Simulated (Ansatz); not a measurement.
```
CELL_PARAMETERS angstrom
2.80800 0.00000 0.00000
0.00000 2.80800 0.00000
0.00000 0.00000 4.45800
ATOMIC_POSITIONS crystal
Ga 0.00000 0.00000 0.00000
Ga 0.50000 0.50000 0.50000
```

Space group I4/mmm; the calculation finds a residual pressure of about 4 GPa at this fixed cell.

Method: DFT PBE, scalar-relativistic, plane waves, PAW in Ansatz 0.2.0.

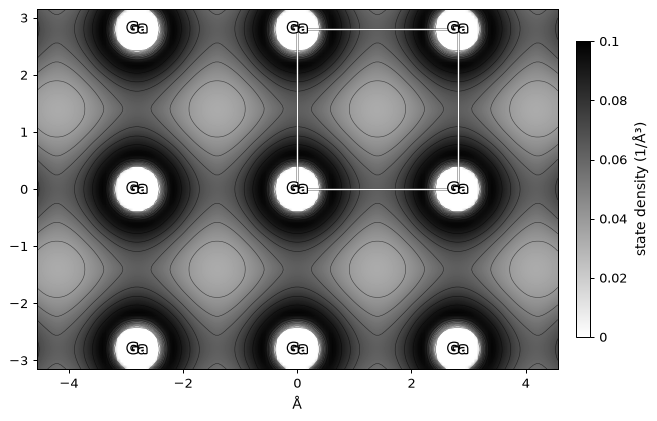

Ga. Density of the Kohn–Sham states from −11.6 to −7.7 eV about the Fermi level (the lower third of the occupied valence band), scaled to one electron a cell: a map on the (001) plane of the conventional cell.

In a PAW calculation such maps are meaningful between the atoms, not at the nuclei.

Question: Which atoms and orbitals make up these states?

Answer: Projected on a minimal set of atomic orbitals (Löwdin), they are Ga 4p (50 %) and Ga 4s (50 %). At the bottom of an sp band the diffuse p orbitals of such a set take a share of s-like charge between the atoms, so the p share there is overstated.

The run took 7.7 s on 1 thread of Arm Neoverse N1, on a shared host, peak memory 0.34 GiB.
